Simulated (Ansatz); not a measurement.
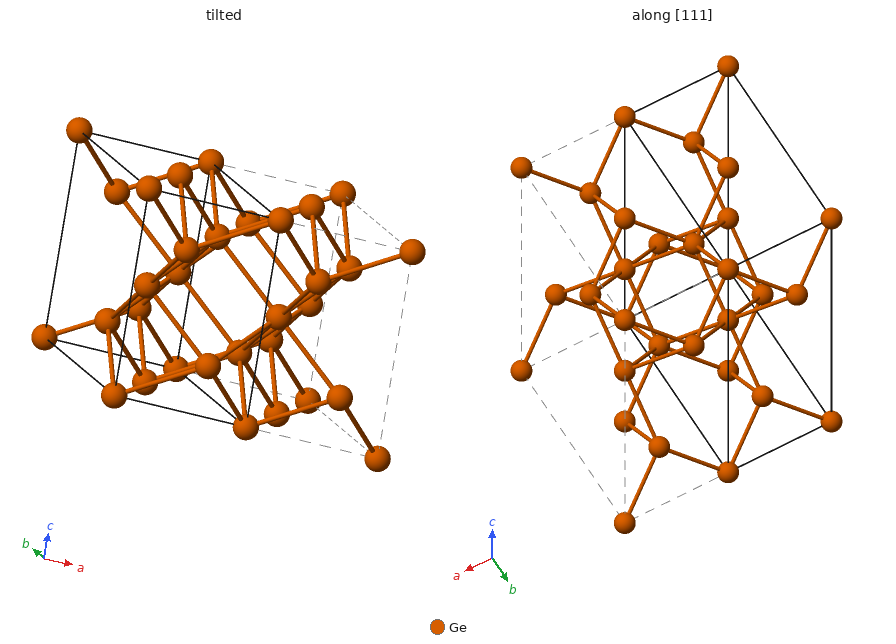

Ball-and-stick drawing of the structure, looking slightly off an axis and along [111]. A block of 2×1×1 cells is shown, with one unit cell in solid outline. Cell: a = 3.839 Å, b = 6.649 Å, c = 7.304 Å, α = 117.08°, β = 105.24°, γ = 90.00°.

Explain the picture.

- The element is germanium.
- Within 0.01 Å the space group is P6_3/mmc (No. 194), primitive hexagonal.
- The cell holds eight atoms.
- Ge bonds to six Ge at about 2.7 Å.
- The bonds build a three-dimensional framework.

Source of the structure: a structure listed in the Materials Project. Earlier steps of the study, as a rule a relaxation of our own, may have changed the cell and positions, so they can lie some per cent off the listed ones. It was run through Ansatz as a DFT input.
